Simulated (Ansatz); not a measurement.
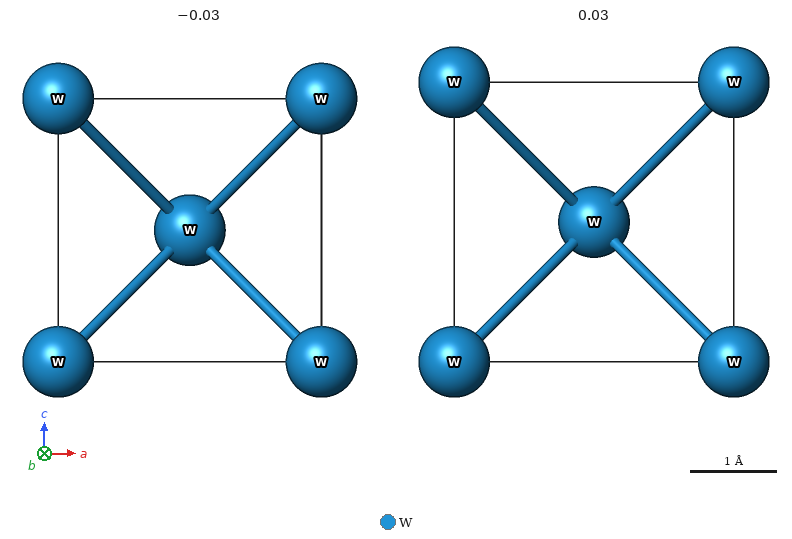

A crystal of W (set up in Im-3m), under equal strain along all axes (cell held, atoms fixed by symmetry), with energies (extrapolated to zero smearing) counted from the relaxed crystal, which is the row at zero. The picture shows the first and the last member. A ball-and-stick model of the cell of the calculation, seen along the b axis.

Computed with Ansatz 0.2.0: DFT r2SCAN, scalar-relativistic, plane waves, PAW. Settings: plane-wave cutoff 500 eV; k-point mesh 16 × 16 × 16; occupations gaussian; smearing width 0.1 eV; no spin polarisation.

```tsv
strain	energy (meV/atom)	a (Å)
−0.03	142.35	3.073
−0.02	?	?
−0.01	15.13	3.137
0.0	0.00	3.168
0.01	13.21	3.200
0.02	52.32	3.232
0.03	115.08	3.263
```

> Fill in the missing row.

A parabola through three neighbouring rows (−0.03, −0.01, 0.0) gives, with Lagrange weights, (0.3333)(142.35) + (1.0000)(15.13) + (−0.3333)(0.00) = 62.58 meV/atom. The calculation gives 61.59 meV/atom (a = 3.105 Å). The estimate is 0.99 meV/atom too high. From the first member to the last: W–W 3.073 → 3.263 Å, W–W 2.662 → 2.826 Å.

The whole series:

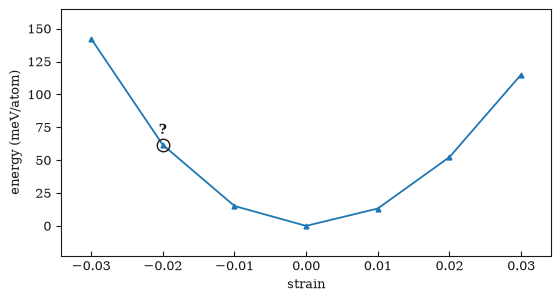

Each member starts from this one structure; whether another phase lies lower wasn't checked.
